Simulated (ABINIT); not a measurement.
**Run report: C, elastic calculation (part 2 of 4)**

The same run, continued: C (4 atoms in the cell); Kohn-Sham DFT of a periodic cell, PBE, PseudoDojo NC SR PBE v0.5 stringent, no spin polarisation (ABINIT 10.8.3); cutoff 1115.67 eV, 10×10×6 k-mesh, fixed occupations. The structure derives from an entry of the Crystallography Open Database.

Geometry of the input (Å; fractional positions):
```
2.5124  0.0000  0.0000
-1.2562  2.1758  0.0000
0.0000  0.0000  4.1811
C  0.6667  0.3333  0.9373
C  0.3333  0.6667  0.4373
C  0.6667  0.3333  0.5627
C  0.3333  0.6667  0.0627
```

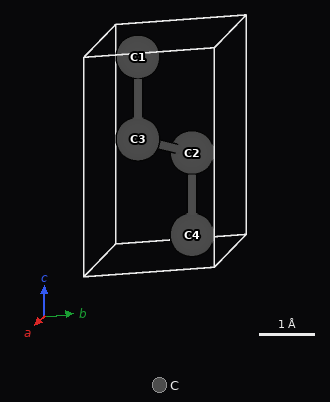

The structure as given in the input (ball-and-stick view of the cell of the calculation, seen slightly off an axis; atoms are numbered from 1 in the order of the input). An atom can appear more than once, as a periodic image.

What the program printed, continued
```
--------------------------------------------------------------------------------

 ==>  initialize data related to q vector <==

 The list of irreducible perturbations for this q vector is:
    1)    idir= 1    ipert=   5
    2)    idir= 2    ipert=   5
    3)    idir= 3    ipert=   5

================================================================================

--------------------------------------------------------------------------------
 Perturbation wavevector (in red.coord.)   0.000000  0.000000  0.000000
 Perturbation : derivative vs k along direction   1
 The set of symmetries contains only one element for this perturbation.
 symkpt : not enough symmetry to change the number of k points.

--------------------------------------------------------------------------------

--------------------------------------------------------------------------------

 Initialisation of the first-order wave-functions :
  ireadwf=   0

--- !BeginCycle
iteration_state: {dtset: 2, }
solver: {iscf: -3, nstep: 80, nline: 4, wfoptalg: 0, }
tolerances: {tolwfr: 1.00E-18, }
...

     iter   2DEtotal(Ha)        deltaE(Ha) residm    vres2
-ETOT  1  -37.857486226926     -3.786E+01 5.176E+01 0.000E+00
 ETOT  2  -37.958487286712     -1.010E-01 4.727E-02 0.000E+00
 ETOT  3  -37.959267739590     -7.805E-04 4.870E-04 0.000E+00
 ETOT  4  -37.959280311512     -1.257E-05 1.887E-05 0.000E+00
 ETOT  5  -37.959280626396     -3.149E-07 6.918E-07 0.000E+00
 ETOT  6  -37.959280636343     -9.947E-09 3.477E-08 0.000E+00
 ETOT  7  -37.959280636698     -3.556E-10 1.302E-09 0.000E+00
 ETOT  8  -37.959280636712     -1.352E-11 6.896E-11 0.000E+00
 ETOT  9  -37.959280636713     -6.111E-13 2.639E-12 0.000E+00
 ETOT 10  -37.959280636713      0.000E+00 1.415E-13 0.000E+00
 ETOT 11  -37.959280636713     -2.132E-14 5.529E-15 0.000E+00
 ETOT 12  -37.959280636713      7.105E-15 2.985E-16 0.000E+00
 ETOT 13  -37.959280636713     -1.421E-14 1.184E-17 0.000E+00
 ETOT 14  -37.959280636713      0.000E+00 9.999E-19 0.000E+00

 At SCF step   14   max residual=  1.00E-18 < tolwfr=  1.00E-18 =>converged.
================================================================================

 ----iterations are completed or convergence reached----

 Mean square residual over all n,k,spin=   49.458E-20; max=  99.986E-20
 dfpt_looppert : ek2=    7.4728087001E+01
          f-sum rule ratio=    1.0019633790E+00 (note : ecutsm/=0)
 Expectation of eigenvalue derivatives (hartree) for nkpt= 300  k points:
  (in case of degenerate eigenvalues, averaged derivative)
 kpt#   1, nband=  8, wtk=  0.00333, kpt=  0.0000  0.0000  0.0833 (reduced coord)
   0.00000   -0.00000   -0.00000    0.00000    0.00000   -0.00000    0.00000    0.00000
 prteigrs : prtvol=0 or 1, do not print more k-points.

 2DEtotal=   -0.3795928064E+02 Ha. Also 2DEtotal=   -0.103292464703E+04 eV
    (  non-var. 2DEtotal :   -3.7959280635E+01 Ha)

--------------------------------------------------------------------------------
 Perturbation wavevector (in red.coord.)   0.000000  0.000000  0.000000
 Perturbation : derivative vs k along direction   2
 The set of symmetries contains only one element for this perturbation.
 symkpt : not enough symmetry to change the number of k points.

--------------------------------------------------------------------------------

--------------------------------------------------------------------------------

 Initialisation of the first-order wave-functions :
  ireadwf=   0

--- !BeginCycle
iteration_state: {dtset: 2, }
solver: {iscf: -3, nstep: 80, nline: 4, wfoptalg: 0, }
tolerances: {tolwfr: 1.00E-18, }
...

     iter   2DEtotal(Ha)        deltaE(Ha) residm    vres2
-ETOT  1  -37.858481960692     -3.786E+01 5.173E+01 0.000E+00
 ETOT  2  -37.958501360949     -1.000E-01 4.725E-02 0.000E+00
 ETOT  3  -37.959267783336     -7.664E-04 4.868E-04 0.000E+00
 ETOT  4  -37.959280030053     -1.225E-05 2.437E-05 0.000E+00
 ETOT  5  -37.959280334773     -3.047E-07 8.657E-07 0.000E+00
 ETOT  6  -37.959280344340     -9.567E-09 4.574E-08 0.000E+00
 ETOT  7  -37.959280344680     -3.400E-10 1.671E-09 0.000E+00
 ETOT  8  -37.959280344693     -1.301E-11 9.225E-11 0.000E+00
 ETOT  9  -37.959280344693     -5.613E-13 3.438E-12 0.000E+00
 ETOT 10  -37.959280344693     -2.132E-14 1.925E-13 0.000E+00
 ETOT 11  -37.959280344693     -2.132E-14 7.290E-15 0.000E+00
 ETOT 12  -37.959280344693      1.421E-14 4.126E-16 0.000E+00
 ETOT 13  -37.959280344693      1.421E-14 1.577E-17 0.000E+00
 ETOT 14  -37.959280344693     -3.553E-14 9.999E-19 0.000E+00

 At SCF step   14   max residual=  1.00E-18 < tolwfr=  1.00E-18 =>converged.
================================================================================

 ----iterations are completed or convergence reached----

 Mean square residual over all n,k,spin=   49.509E-20; max=  99.986E-20
 dfpt_looppert : ek2=    7.4728086885E+01
          f-sum rule ratio=    1.0019633728E+00 (note : ecutsm/=0)
 Expectation of eigenvalue derivatives (hartree) for nkpt= 300  k points:
  (in case of degenerate eigenvalues, averaged derivative)
 kpt#   1, nband=  8, wtk=  0.00333, kpt=  0.0000  0.0000  0.0833 (reduced coord)
   0.00000   -0.00000   -0.00000   -0.00000   -0.00000   -0.00000    0.00000    0.00000
 prteigrs : prtvol=0 or 1, do not print more k-points.

 2DEtotal=   -0.3795928034E+02 Ha. Also 2DEtotal=   -0.103292463908E+04 eV
    (  non-var. 2DEtotal :   -3.7959280343E+01 Ha)

--------------------------------------------------------------------------------
 Perturbation wavevector (in red.coord.)   0.000000  0.000000  0.000000
 Perturbation : derivative vs k along direction   3
 The set of symmetries contains only one element for this perturbation.
 symkpt : not enough symmetry to change the number of k points.

--------------------------------------------------------------------------------

--------------------------------------------------------------------------------

 Initialisation of the first-order wave-functions :
  ireadwf=   0

--- !BeginCycle
iteration_state: {dtset: 2, }
solver: {iscf: -3, nstep: 80, nline: 4, wfoptalg: 0, }
tolerances: {tolwfr: 1.00E-18, }
...

     iter   2DEtotal(Ha)        deltaE(Ha) residm    vres2
-ETOT  1  -10.245023549414     -1.025E+01 2.426E+02 0.000E+00
 ETOT  2  -10.268751638110     -2.373E-02 8.738E-02 0.000E+00
 ETOT  3  -10.268893894783     -1.423E-04 3.123E-04 0.000E+00
 ETOT  4  -10.268895423023     -1.528E-06 1.226E-05 0.000E+00
 ETOT  5  -10.268895445506     -2.248E-08 1.506E-07 0.000E+00
 ETOT  6  -10.268895445901     -3.959E-10 4.597E-09 0.000E+00
 ETOT  7  -10.268895445909     -7.764E-12 5.771E-11 0.000E+00
 ETOT  8  -10.268895445909     -1.776E-13 1.221E-12 0.000E+00
 ETOT  9  -10.268895445909     -1.599E-14 1.441E-14 0.000E+00
 ETOT 10  -10.268895445909      1.776E-14 2.524E-16 0.000E+00
 ETOT 11  -10.268895445909     -5.329E-15 3.875E-18 0.000E+00
 ETOT 12  -10.268895445909     -1.776E-15 9.912E-19 0.000E+00

 At SCF step   12   max residual=  9.91E-19 < tolwfr=  1.00E-18 =>converged.
================================================================================

 ----iterations are completed or convergence reached----

 Mean square residual over all n,k,spin=   49.152E-20; max=  99.117E-20
 dfpt_looppert : ek2=    2.0236051645E+01
          f-sum rule ratio=    1.0016131685E+00 (note : ecutsm/=0)
 Expectation of eigenvalue derivatives (hartree) for nkpt= 300  k points:
  (in case of degenerate eigenvalues, averaged derivative)
 kpt#   1, nband=  8, wtk=  0.00333, kpt=  0.0000  0.0000  0.0833 (reduced coord)
   0.04118   -0.27826    0.34850    0.03246    0.03246   -0.28155   -0.07361   -0.07361
 prteigrs : prtvol=0 or 1, do not print more k-points.

 2DEtotal=   -0.1026889545E+02 Ha. Also 2DEtotal=   -0.279430880298E+03 eV
    (  non-var. 2DEtotal :   -1.0268895445E+01 Ha)
================================================================================

 ---- first-order wavefunction calculations are completed ----

 Total localisation tensor (bohr^2) in cartesian coordinates
  WARNING : still subject to testing - especially symmetries.
      direction              matrix element
   alpha     beta       real part   imaginary part
     1        1       1.4167573055    0.0000000000
     1        2      -0.4907791271   -0.0000000000
     1        3       0.0000000000    0.0000000000
     2        1      -0.4907791271   -0.0000000000
     2        2       0.8500543843    0.0000000000
     2        3       0.0000000000    0.0000000000
     3        1       0.0000000000    0.0000000000
     3        2       0.0000000000    0.0000000000
     3        3       0.8682279361   -0.0000000000

 respfn : d/dk was computed, but no 2DTE, so no DDB output.

================================================================================
== DATASET  3 ==================================================================

--- !DatasetInfo
iteration_state: {dtset: 3, }
dimensions: {natom: 4, nkpt: 300, mband: 8, nsppol: 1, nspinor: 1, nspden: 1, mpw: 1948, }
cutoff_energies: {ecut:  41.0, pawecutdg:  -1.0, }
electrons: {nelect:   1.60000000E+01, charge:   0.00000000E+00, occopt:   1.00000000E+00, tsmear:   1.00000000E-02, }
meta: {optdriver: 1, rfelfd: 3, rfphon: 1, rfstrs: 3, }
...

 mkfilename : getwfk/=0, take file _WFK from output of DATASET   1.

 mkfilename : getddk/=0, take file _1WF from output of DATASET   2.

 Exchange-correlation functional for the present dataset will be:
  GGA: Perdew-Burke-Ernzerhof functional - ixc=11
  J.P.Perdew, K.Burke, M.Ernzerhof, PRL 77, 3865 (1996)

 Real(R)+Recip(G) space primitive vectors, cartesian coordinates (Bohr,Bohr^-1):
 R(1)=  4.7476893  0.0000000  0.0000000  G(1)=  0.2106288  0.1216066  0.0000000
 R(2)= -2.3738447  4.1116196  0.0000000  G(2)=  0.0000000  0.2432132  0.0000000
 R(3)=  0.0000000  0.0000000  7.9011802  G(3)=  0.0000000  0.0000000  0.1265634
 Unit cell volume ucvol=  1.5423651E+02 bohr^3
 Angles (23,13,12)=  9.00000000E+01  9.00000000E+01  1.20000000E+02 degrees
 setup1 : take into account q-point for computing boxcut.

 getcut: wavevector=  0.0000  0.0000  0.0000  ngfft=  30  30  48
         ecut(hartree)=     41.000   => boxcut(ratio)=   2.10762
--------------------------------------------------------------------------------

 symkchk : k-point set has full space-group symmetry.

 ==>  initialize data related to q vector <==

 The list of irreducible perturbations for this q vector is:
    1)    idir= 1    ipert=   1
    2)    idir= 3    ipert=   1
    3)    idir= 1    ipert=   6
    4)    idir= 3    ipert=   6
    5)    idir= 1    ipert=   7
    6)    idir= 2    ipert=   7
    7)    idir= 3    ipert=   7
    8)    idir= 1    ipert=   8
    9)    idir= 2    ipert=   8
   10)    idir= 3    ipert=   8

================================================================================

 The perturbation idir=   2  ipert=   1 is
 symmetric of a previously calculated perturbation.
 So, its SCF calculation is not needed.

 The perturbation idir=   1  ipert=   2 is
 symmetric of a previously calculated perturbation.
 So, its SCF calculation is not needed.

 The perturbation idir=   2  ipert=   2 is
 symmetric of a previously calculated perturbation.
 So, its SCF calculation is not needed.

 The perturbation idir=   3  ipert=   2 is
 symmetric of a previously calculated perturbation.
 So, its SCF calculation is not needed.

 The perturbation idir=   1  ipert=   3 is
 symmetric of a previously calculated perturbation.
 So, its SCF calculation is not needed.

 The perturbation idir=   2  ipert=   3 is
 symmetric of a previously calculated perturbation.
 So, its SCF calculation is not needed.

 The perturbation idir=   3  ipert=   3 is
 symmetric of a previously calculated perturbation.
 So, its SCF calculation is not needed.

 The perturbation idir=   1  ipert=   4 is
 symmetric of a previously calculated perturbation.
 So, its SCF calculation is not needed.

 The perturbation idir=   2  ipert=   4 is
 symmetric of a previously calculated perturbation.
 So, its SCF calculation is not needed.

 The perturbation idir=   3  ipert=   4 is
 symmetric of a previously calculated perturbation.
 So, its SCF calculation is not needed.

 The perturbation idir=   2  ipert=   6 is
 symmetric of a previously calculated perturbation.
 So, its SCF calculation is not needed.

--------------------------------------------------------------------------------
 Perturbation wavevector (in red.coord.)   0.000000  0.000000  0.000000
 Perturbation : displacement of atom   1   along direction   1
 The set of symmetries contains only one element for this perturbation.
 symkpt : not enough symmetry to change the number of k points.

--------------------------------------------------------------------------------

--------------------------------------------------------------------------------

 Initialisation of the first-order wave-functions :
  ireadwf=   0

--- !BeginCycle
iteration_state: {dtset: 3, }
solver: {iscf: 7, nstep: 80, nline: 4, wfoptalg: 0, }
tolerances: {tolvrs: 1.00E-09, }
...

     iter   2DEtotal(Ha)        deltaE(Ha) residm    vres2
-ETOT  1   9.4107650986119     -3.596E+02 5.781E-01 9.993E+02
 ETOT  2   8.5819346272480     -8.288E-01 3.420E-02 6.796E+00
 ETOT  3   8.5766800392194     -5.255E-03 9.530E-04 2.532E-01
 ETOT  4   8.5765895355748     -9.050E-05 4.341E-05 1.225E-03
 ETOT  5   8.5765884718355     -1.064E-06 1.652E-06 1.678E-05
 ETOT  6   8.5765884436742     -2.816E-08 7.560E-08 2.818E-07
 ETOT  7   8.5765884427047     -9.695E-10 3.249E-09 7.111E-08
 ETOT  8   8.5765884426495     -5.519E-11 1.739E-10 8.935E-09
 ETOT  9   8.5765884426454     -4.036E-12 8.335E-12 1.100E-11

 At SCF step    9       vres2   =  1.10E-11 < tolvrs=  1.00E-09 =>converged.
-open ddk wf file :runo_DS2_1WF13
-open ddk wf file :runo_DS2_1WF14
-open ddk wf file :runo_DS2_1WF15
================================================================================

 ----iterations are completed or convergence reached----

 Mean square residual over all n,k,spin=   89.131E-16; max=  83.354E-13

 2DEtotal=    0.8576588443E+01 Ha. Also 2DEtotal=    0.233380860786E+03 eV
    (2DErelax=   -3.6039196967E+02 Ha. 2DEnonrelax=    3.6896855811E+02 Ha)
    (  non-var. 2DEtotal :    8.5765884340E+00 Ha)

--------------------------------------------------------------------------------
 Perturbation wavevector (in red.coord.)   0.000000  0.000000  0.000000
 Perturbation : displacement of atom   1   along direction   3
 Found     6 symmetries that leave the perturbation invariant.
 symkpt : the number of k-points, thanks to the symmetries,
 is reduced to    66 .

--------------------------------------------------------------------------------

--------------------------------------------------------------------------------

 Initialisation of the first-order wave-functions :
  ireadwf=   0

--- !BeginCycle
iteration_state: {dtset: 3, }
solver: {iscf: 7, nstep: 80, nline: 4, wfoptalg: 0, }
tolerances: {tolvrs: 1.00E-09, }
...

     iter   2DEtotal(Ha)        deltaE(Ha) residm    vres2
-ETOT  1   33.327205049659     -1.047E+03 1.731E+00 1.349E+04
 ETOT  2   30.626867627969     -2.700E+00 1.428E-01 3.138E+03
 ETOT  3   30.014636313601     -6.122E-01 2.685E-03 3.244E+02
 ETOT  4   29.930306396591     -8.433E-02 2.110E-04 4.056E+00
 ETOT  5   29.929521610640     -7.848E-04 5.146E-06 1.077E-01
 ETOT  6   29.929509316887     -1.229E-05 3.831E-07 1.001E-02
 ETOT  7   29.929505897960     -3.419E-06 5.462E-08 1.033E-03
 ETOT  8   29.929505275397     -6.226E-07 3.921E-09 2.983E-05
 ETOT  9   29.929505269102     -6.294E-09 3.482E-11 1.750E-06
 ETOT 10   29.929505268632     -4.702E-10 1.694E-12 2.256E-09
 ETOT 11   29.929505268648      1.592E-11 2.340E-14 1.006E-10

 At SCF step   11       vres2   =  1.01E-10 < tolvrs=  1.00E-09 =>converged.
-open ddk wf file :runo_DS2_1WF13
-open ddk wf file :runo_DS2_1WF14
-open ddk wf file :runo_DS2_1WF15
================================================================================

 ----iterations are completed or convergence reached----

 Mean square residual over all n,k,spin=   15.924E-16; max=  23.400E-15

 2DEtotal=    0.2992950527E+02 Ha. Also 2DEtotal=    0.814423328016E+03 eV
    (2DErelax=   -1.0500281615E+03 Ha. 2DEnonrelax=    1.0799576668E+03 Ha)
    (  non-var. 2DEtotal :    2.9929505795E+01 Ha)

--------------------------------------------------------------------------------
 Perturbation wavevector (in red.coord.)   0.000000  0.000000  0.000000
 Perturbation : homogeneous electric field along direction   1
 The set of symmetries contains only one element for this perturbation.
 symkpt : not enough symmetry to change the number of k points.
```
